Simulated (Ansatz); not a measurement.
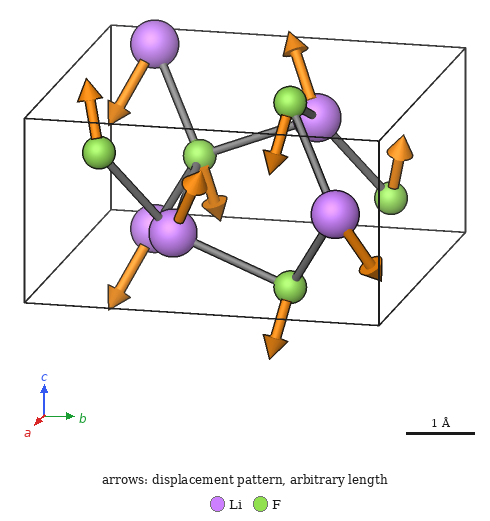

The lowest optical mode of a crystal of LiF (a generated structure), space group P4₃2₁2 (No. 96), at the zone centre. Displacements are drawn as orange arrows; their common scale and sign are arbitrary. The picture is a ball-and-stick view of the cell of the calculation, seen slightly off an axis.

The calculation used DFT PBE, scalar-relativistic, plane waves, PAW in Ansatz 0.2.0. Settings: plane-wave cutoff 420 eV; k-point mesh 4 × 4 × 8; occupations fixed; no spin polarisation.

Frequencies are those without the non-analytic (LO–TO) term.

Is this crystal at a minimum with respect to the drawn distortion?

No. This is the B₁ mode at 9.3i meV, the lowest optical level, Raman-active by symmetry. Atoms of one kind move against one another, with no net shift of any sublattice; it mainly bends the F–Li bonds; the kinetic energy is shared as F 65 %, Li 35 %. The frequency is imaginary, so the structure is unstable against this distortion. Freezing in the drawn pattern lowers the space group from P4₃2₁2 to P2₁2₁2₁ (No. 19).
